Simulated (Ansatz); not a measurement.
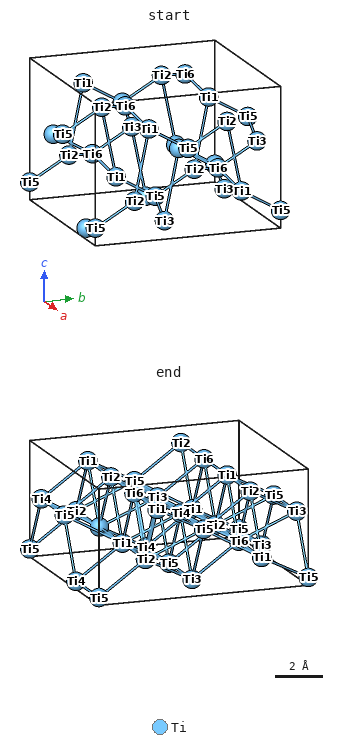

The structure of a crystal of Ti (built on the random type) (coarse preliminary run) before (top) and after (bottom) a relaxation, at one scale.

The picture is a ball-and-stick view of the conventional cell (4 times the calculation's cell), seen slightly off an axis. Lengths and directions refer to the drawn axes.

Case: random cell with space group Fdd2 (No. 43).

Computed with DFT PBE, scalar-relativistic, plane waves, PAW (Ansatz 0.2.0).

The input:
```yaml
crystal:
  lattice:
    - [0.0, 4.2035679256, 3.1246759946]
    - [4.0326099748, 0.0, 3.1246759946]
    - [4.0326099748, 4.2035679256, 0.0]
  atoms:
    - { symbol: Ti, position: [0.9227, 0.5, 0.5] }
    - { symbol: Ti, position: [0.5, 0.9227, 0.0773] }
    - { symbol: Ti, position: [0.75, 0.1727, 0.3273] }
    - { symbol: Ti, position: [0.1727, 0.75, 0.75] }
    - { symbol: Ti, position: [0.875, 0.875, 0.125] }
    - { symbol: Ti, position: [0.125, 0.125, 0.375] }
basis:
  ecutwfc: 420
kpoints:
  mp_grid: { grid: [4, 4, 4] }
hamiltonian:
  xc: pbe
scf:
  occupations: { method: gaussian, width: 0.1 }
  lower_state_search: "off"
output:
  forces: true
  stress: true
  eigenvalues: true
relax:
  adjacent_minimum: "off"
  f_tol: 0.04
  max_steps: 70
  cell: { stress_tol: 0.4 }
```

Question: Summarise the run.

Answer: The energy falls by 1603 meV per atom in 9 accepted moves (12 points after the start). The largest force component goes from 3.6 to 0.00069 eV/Å. The pressure goes from 14.46 to 0.05 GPa. The line search rejected the trial step at point 7 of the run. The SCF was repeated twice at an unchanged geometry on a basis and grid sized afresh for the cell, which shifted the energy by 2.2 meV per atom at most. The largest moves relative to the cell, 0.81 Å, are those of Ti1, Ti2, Ti3 and Ti4. Ti2 goes along [−2 1 1]. The volume changes by −2.2 %, with a 8.065 → 8.503 Å (+5.4 %), b 8.407 → 9.502 Å (+13.0 %), c 6.249 → 5.127 Å (−18.0 %). Near-neighbour distances that change, for instance: Ti1–Ti6 4.195 → 2.929 Å, Ti1–Ti2 4.085 → 2.834 Å, Ti1–Ti5 2.050 → 2.790 Å, Ti1–Ti6 (another image) 2.112 → 2.834 Å. New bonds form: Ti1–Ti2 (4.08 → 2.83 Å), Ti1–Ti6 (4.20 → 2.93 Å), Ti2–Ti6 (4.20 → 2.93 Å), Ti3–Ti4 (4.08 → 2.83 Å). Among the angles between lasting bonds that change: Ti4–Ti3–Ti5 102.6° → 61.1°, Ti4–Ti3–Ti4 156.5° → 122.1°, Ti5–Ti3–Ti6 105.1° → 75.3°. The space group (tolerance 0.01 Å) goes from Fdd2 (No. 43) to Fddd (No. 70). The run took of the order of 120 core-seconds on a shared host.
